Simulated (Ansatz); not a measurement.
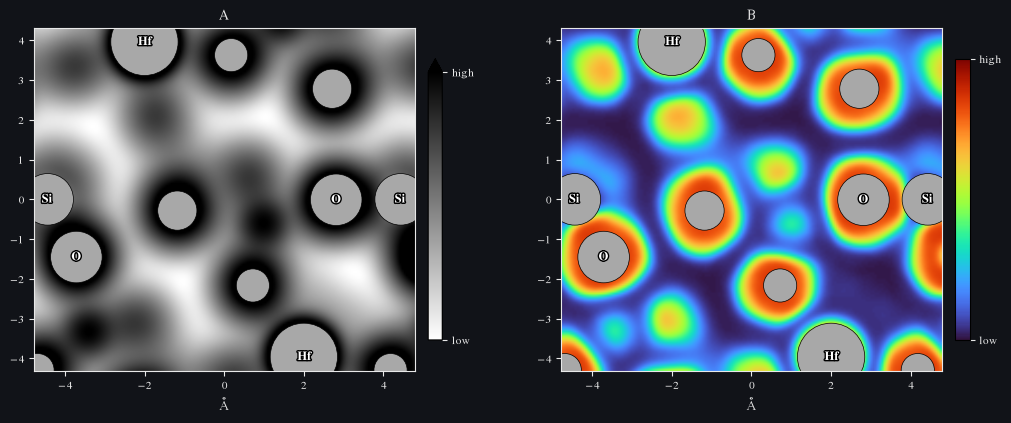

HfSiO4: 2 fields on the (111) plane of the conventional cell, with unlabelled colour scales. Grey discs cover the atomic cores.

Space group I4₁/amd; not relaxed (largest force 0.4 eV/Å); computed pressure about 11 GPa in this cell.

These are results of Kohn-Sham DFT of a periodic cell, revPBE, Ansatz PAW (Ansatz 0.2.0), not measurements.

Question: The panels show electron localisation function and valence pseudo-density in some order. Assign them.

Answer: Panel A: valence pseudo-density. Panel B: electron localisation function. From the grid: Si–O (1.62 Å): ρ is about 1.3 e/Å³ halfway; the ELF peaks at about 0.85 between the atoms: a short, strongly polar bond.
